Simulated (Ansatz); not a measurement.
## LiH (Fm-3m): from the cell to its phonons: finite displacements in a supercell

Ansatz 0.2.0; DFT PBE, scalar-relativistic, plane waves, PAW.

Finite displacements in a 2×2×2 supercell give force constants from forces alone. They are exact at the wavevectors that the supercell holds, where they check the linear-response result.

The database entry behind the starting cell differs from later determinations by our own check (the deuteride, about 0.2 % short), so it need not match the best structure at ambient conditions.

input.yaml reads:

```yaml
crystal:
  lattice:
    - [0.0, 2.0033987323, 2.0033987323]
    - [2.0033987323, 0.0, 2.0033987323]
    - [2.0033987323, 2.0033987323, 0.0]
  atoms:
    - { symbol: Li, position: [0.0, 0.0, 0.0] }
    - { symbol: H, position: [0.5, 0.5, 0.5] }
kpoints:
  mp_grid: { grid: [12, 12, 12] }
hamiltonian:
  xc: pbe
scf:
  occupations: { method: fixed }
output:
  eigenvalues: true
phonons:
  method: fd
  supercell: [2, 2, 2]
  temperatures: { t_max: 1000, t_step: 50 }
  qpath:
    path:
      - [[0.0, 0.0, 0.0], [0.5, 0.0, 0.5], [0.625, 0.25, 0.625]]
      - [[0.375, 0.375, 0.75], [0.0, 0.0, 0.0], [0.5, 0.5, 0.5], [0.5, 0.25, 0.75], [0.5, 0.0, 0.5]]
    npoints: 10
  non_analytic_term:
    high_frequency_dielectric_tensor: [[4.3796, 0.0, 0.0], [0.0, 4.3796, 0.0], [0.0, 0.0, 4.3796]]
    born_effective_charges:
      - { species: Li, tensor: [[1.0191, 0.0, 0.0], [0.0, 1.0191, 0.0], [0.0, 0.0, 1.0191]] }
      - { species: H, tensor: [[-1.0191, 0.0, 0.0], [0.0, -1.0191, 0.0], [0.0, 0.0, -1.0191]] }
    source: "zone-centre run at this cell"
```

Run with:

```
$ ansatz run input.yaml --threads 4 --pin off --max-ram 7168MiB --backend cpu --events-out ev --progress --plain --runs-dir out
```

**Question.** What does this run give for the phonon branches and phonon density of states against wavenumber?

With 2 atoms in the cell there are 6 branches, three of them acoustic and zero at Γ. The masses differ by a factor of 6.9 (Li against H): the 3 top branches, three for each H, split off, and on this path no mode lies between 521 and 585 cm⁻¹.

The phonon density of states has structure finer than the step of the table below, so its rows give means over 50 cm⁻¹, whole bins alone (the curve runs from 5 to 1085 cm⁻¹). Peaks (cm⁻¹: height): 275.0: 0.0211, 415.0: 0.0162, 815.0: 0.0158, 1035.0: 0.0111.

Numbers from this step:

```
atoms in the supercell                                  : 16
sum-rule residual before enforcement                    : 1.62e-4 eV/Å²
highest frequency on the path or at a solved wavevector : 1080 cm⁻¹
```

Interpolated from a 2×2×2 supercell, rough between the solved points, with the LO-TO term (at Γ the limit along the path; where Γ stands inside the path, tables give the limit on arrival). Phonon branches along the path, in cm⁻¹:

```csv
point,branch 1,branch 2,branch 3,branch 4,branch 5,branch 6
Γ,0,0,0,585,585,1080
X,314,314,414,822,822,1034
U,297,388,399,817,904,974
jump to K,297,388,399,817,904,974
Γ,0,0,0,585,585,1080
L,272,272,521,770,770,1066
W,339,380,380,848,930,930
X,314,314,414,822,822,1034
```

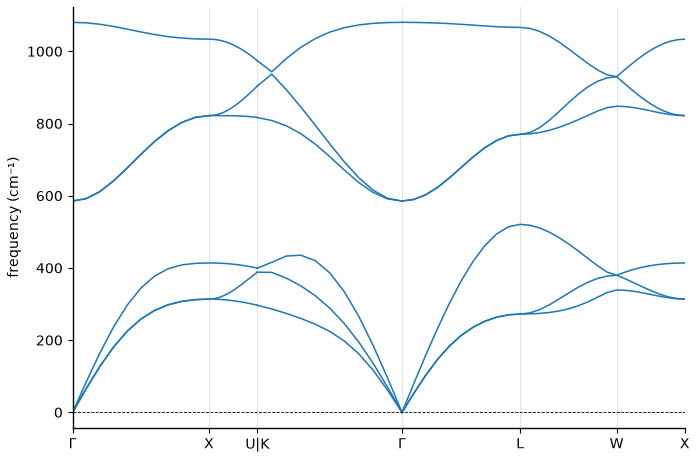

Phonon branches along the path.

Tetrahedra on a 26×26×26 mesh, mean over bins of 10 cm-1. Interpolated from a 2×2×2 supercell, rough between the solved points. Table of phonon density of states by wavenumber; means over each step:

```csv
wavenumber (cm⁻¹),phonon density of states (1/cm⁻¹/cell)
50,7.4e-5
100,3.5e-4
150,9.9e-4
200,0.00268
250,0.00978
300,0.0187
350,0.00934
400,0.00906
450,0.00699
500,0.00205
550,0
600,7.1e-4
650,0.00210
700,0.00384
750,0.00805
800,0.0144
850,0.00721
900,0.00355
950,0.00212
1000,0.00734
1050,0.0101
```

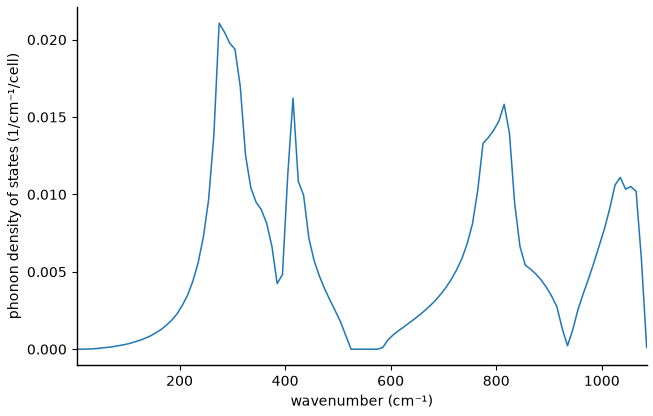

Phonon density of states against wavenumber.

[Logs are printed without paths, hosts, clocks, repeated set-up lines and the standing remarks that a program may print on its own settings, such as how far it seeks lower states.]

[Hosts, paths, dates, database ids (printed as entryN), source tags and the programs' standing remarks are cut or masked in the printed files.]
